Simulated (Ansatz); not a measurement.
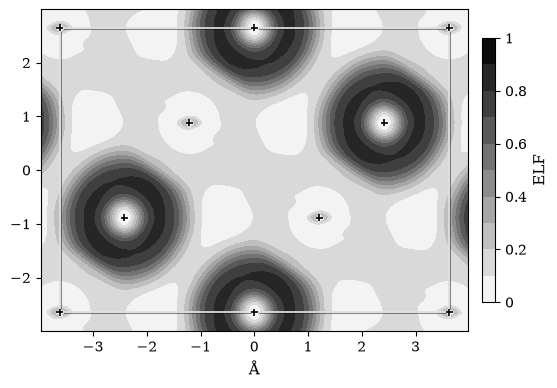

The electron localisation function on a plane through atoms (crosses mark nuclei in the plane).

All numbers below come from Ansatz 0.2.0, DFT, HSE06, plane waves, PAW.

Candidates:
A. GaN, a = 3.06 Å, b = 3.06 Å, c = 7.25 Å, α = 90.00°, β = 90.00°, γ = 120.00°. Space group R-3m; started from the rocksalt prototype, which need not be the ambient phase; changed on purpose from its base cell (epitaxial 111 strain +2.5%); computed pressure about −11 GPa in this cell.
B. AlP, a = 5.48 Å, b = 5.48 Å, c = 5.48 Å, α = 90.00°, β = 90.00°, γ = 90.00°. Space group F-43m; started from the measured structure prototype, which need not be the ambient phase.
C. KF, a = 3.84 Å, b = 3.84 Å, c = 5.32 Å, α = 90.00°, β = 90.00°, γ = 90.00°. Space group I4/mmm; started from the rocksalt prototype, which need not be the ambient phase; changed on purpose from its base cell (biaxial xy strain +2.2%).

Which system is this?

Candidate A: GaN on the (110) plane of the conventional cell, which holds Ga and N. Ga–N (2.14 Å): the ELF peaks at about 0.85 in the valence shell of N, 0.7 Å from its nucleus, and is about 0.35 at the midpoint.
